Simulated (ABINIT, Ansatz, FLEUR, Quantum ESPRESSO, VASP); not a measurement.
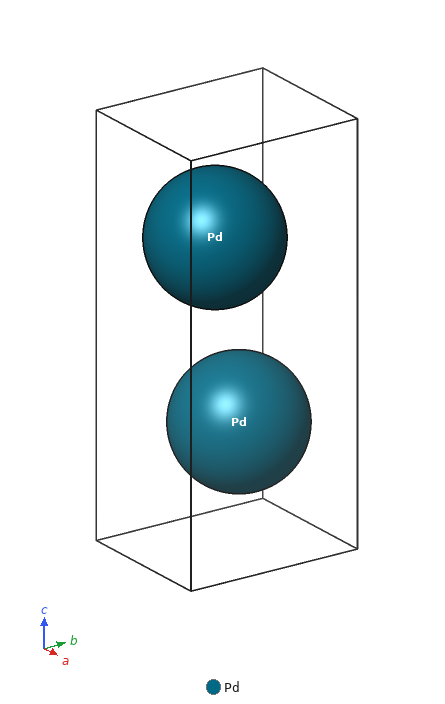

Pd, hexagonal close-packed (Mg type), space group P6₃/mmc (No. 194), a = 2.784 Å, b = 2.784 Å, c = 4.629 Å, α = 90.00°, β = 90.00°, γ = 120.00° (15.53 Å³/atom). This spheres-only model is shown slightly off an axis. One conventional unit cell is framed, with atoms on its boundary repeated. The cell is a structure listed in the Materials Project. This isn't the form of Pd at room conditions, which is fcc.

The cell was scaled uniformly, at fixed shape and fractional positions, in five programs or potential sets. Alike in all runs: functional PBE; k mesh 11 × 11 × 6 on the run's cell of 2 atoms; occupations fermi-dirac, width 0.05 eV; no spin polarisation; no spin-orbit coupling.

Energies from Ansatz (Ansatz PAW soft_1):

```tsv
volume (Å³/atom)	E − E(lowest point) (meV/atom)
14.600	23.45
14.910	7.98
15.221	0.50
15.531	0.00
15.842	5.62
16.153	16.58
16.463	32.20
```

> What equilibrium volume and bulk modulus do these points give?

V0 = 15.40 Å³/atom, B0 = 165 GPa and B0′ = 5.6. V0 lies 0.9 % below the volume of the cell as given.

The same fit in all programs:

| program | V0 (Å³/atom) | B0 (GPa) | B0′ |
| --- | --- | --- | --- |
| Ansatz (Ansatz PAW soft_1) | 15.40 | 165 | 5.6 |
| Quantum ESPRESSO (SSSP 1.3 efficiency) | 15.39 | 166 | 5.6 |
| ABINIT (JTH PAW PBE v2.0) | 15.38 | 163 | 5.9 |
| VASP (PBE potentials, release 64 Pd) | 15.38 | 165 | 5.6 |
| FLEUR (all-electron) | ? | ? | ? |

> What does FLEUR (all-electron) give?

V0 = 15.39 Å³/atom, B0 = 166 GPa and B0′ = 5.4. The other rows span 15.38 to 15.40 Å³/atom and 163 to 166 GPa.

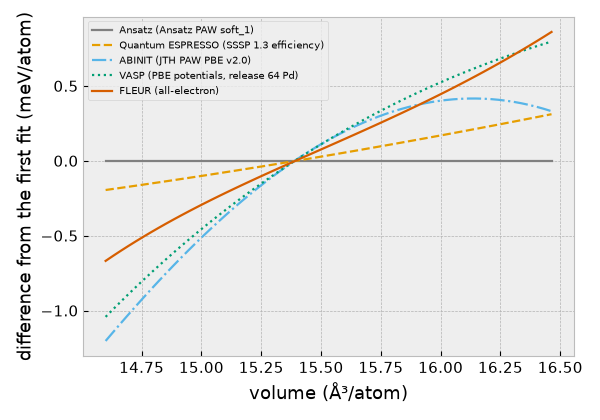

Each fitted curve, counted from its own minimum, less that of Ansatz (Ansatz PAW soft_1). With one functional throughout, the spread comes from potentials, basis sets and numerical settings; B0′ is uncertain by a few tenths over so narrow a range.

Caveat: the cell was scaled at fixed shape and fractional positions, which overstates the stiffness of a crystal with free parameters, most of all of layers and chains.
